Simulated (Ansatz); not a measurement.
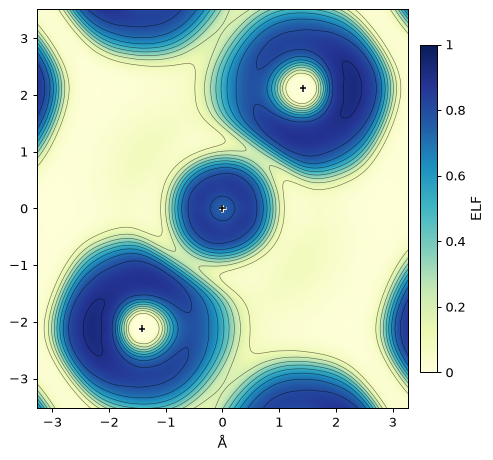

The ELF on a plane through atoms (crosses mark nuclei in the plane).

Computed with DFT, r2SCAN, plane waves, PAW (Ansatz 0.2.0).

Candidates:
A. HfS2, a = 3.67 Å, b = 3.67 Å, c = 5.85 Å, α = 90.00°, β = 90.00°, γ = 120.00°. Space group P-3m1; started from the 1T (CdI2) bulk prototype, which need not be the ambient phase; changed on purpose from its base cell (epitaxial xy strain +1.0%).
B. BaHfO3, a = 4.34 Å, b = 4.34 Å, c = 4.34 Å, α = 90.00°, β = 90.00°, γ = 90.00°. Space group Pm-3m; started from the cubic perovskite prototype, which need not be the ambient phase; changed on purpose from its base cell (hydrostatic strain +4.0%); computed pressure about −16 GPa in this cell.

**Which system is this?**

Candidate A: HfS2 on the (110) plane of the conventional cell, which holds Hf and S. Hf–S (2.55 Å): the ELF peaks at about 0.85 in the valence shell of S, 0.8 Å from its nucleus, and is about 0.40 at the midpoint.
